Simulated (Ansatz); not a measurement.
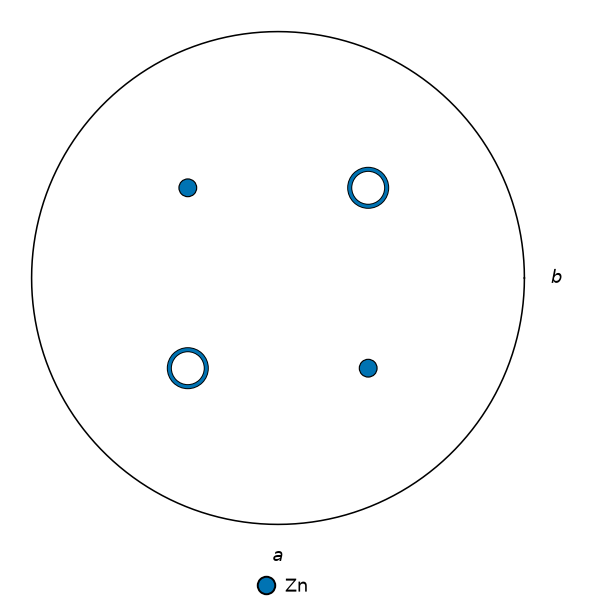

For ZnSe, coordinates from a relaxation with DFT, r2SCAN, plane waves, PAW in Ansatz: directions from one selenium atom at (1/4, 1/4, 3/4) to its bonded neighbours, in stereographic projection down c (filled: above the plane of the page or in it, open: below). The drawing is computed from the coordinates (standard cell, symmetry found to 0.002 Å).

Neighbours are counted up to 2.95 Å for Zn.

```
CELL_PARAMETERS angstrom
5.66485 0.00000 0.00000
0.00000 5.66485 0.00000
0.00000 0.00000 5.66485
ATOMIC_POSITIONS crystal
Zn 0.00000 0.00000 0.00000
Se 0.25000 0.25000 0.75000
Zn 0.00000 0.50000 0.50000
Se 0.25000 0.75000 0.25000
Zn 0.50000 0.00000 0.50000
Se 0.75000 0.25000 0.25000
Zn 0.50000 0.50000 0.00000
Se 0.75000 0.75000 0.75000
```

> How many neighbours are there, and at what angles?

4: 4 Zn at 2.45 Å. Angles between bonds: 109° (6×).

> What is the site's symmetry in the crystal?

Point group -43m (Td), order 24: three −4 axes, four threefold axes, six mirror planes. In No. 216, F-43m this is Wyckoff position 4d.
